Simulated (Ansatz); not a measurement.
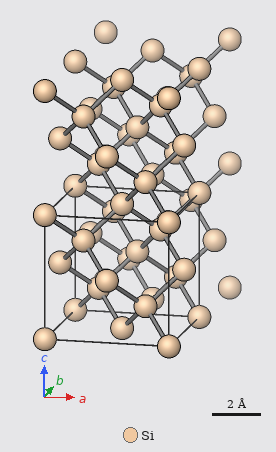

Crystalline Si (set up in Fd-3m), before the relaxation. Style: ball-and-stick. Shown: the conventional cell (4 times the calculation's cell), repeated 1 × 2 × 2 with one cell outlined, slightly off an axis. Lengths and directions refer to the drawn axes.

All numbers below come from DFT PBE, scalar-relativistic, plane waves, PAW in Ansatz.

Input
```yaml
crystal:
  lattice:
    - [0.0, -2.71547, -2.71547]
    - [2.71547, 0.0, -2.71547]
    - [2.71547, -2.71547, 0.0]
  atoms:
    - { symbol: Si, position: [0.0, 0.0, 0.0] }
    - { symbol: Si, position: [0.75, 0.75, 0.75] }
basis:
  ecutwfc: 420
kpoints:
  mp_grid: { grid: [10, 10, 10] }
hamiltonian:
  xc: pbe
scf:
  occupations: { method: gaussian, width: 0.02 }
output:
  forces: true
  stress: true
  eigenvalues: true
  write_density: true
  write_potential: true
  elf: true
  volumetric_format: npy
relax:
  adjacent_minimum: "off"
  f_tol: 0.005
  max_steps: 80
  cell: { stress_tol: 0.05 }
```

Command:
```bash
ansatz run input.yaml --threads 1 --pin off --max-ram 2560MiB --backend cpu --events-out ev --progress --plain --runs-dir out
```

Q: Where does the relaxation end?

A: The atoms keep their places relative to the cell (all moves are under 0.005 Å). Cell: a = b = c 5.431 → 5.470 Å (+0.7 %). Volume +2.2 %. Among the contacts that change: Si1–Si2 2.352 → 2.368 Å. The space group stays Fd-3m (No. 227). The energy falls by 2.7 meV per atom in 2 accepted moves (3 points after the start). All forces vanish by symmetry, so only the cell relaxes. Pressure: 2.01 GPa at the start and 0.02 GPa at the end. The SCF was repeated once at an unchanged geometry on a basis and grid sized afresh for the cell, which shifted the energy by 0.1 meV per atom at most. Cost: 13 s on 1 thread of Intel(R) Xeon(R) Processor @ 2.50GHz (Skylake/Cascade Lake), on a shared host, peak memory 0.33 GiB.

History of the run:

| step | E − E(0), meV/atom | pressure, GPa | volume, Å³/atom | note |
| --- | --- | --- | --- | --- |
| 0 | 0.00 | 2.01 | 20.023 |  |
| 1 | -2.48 | 0.48 | 20.350 |  |
| 2 | -2.63 | 0.02 | 20.456 |  |
| 3 | -2.69 | 0.02 | 20.456 | same geometry, new basis |
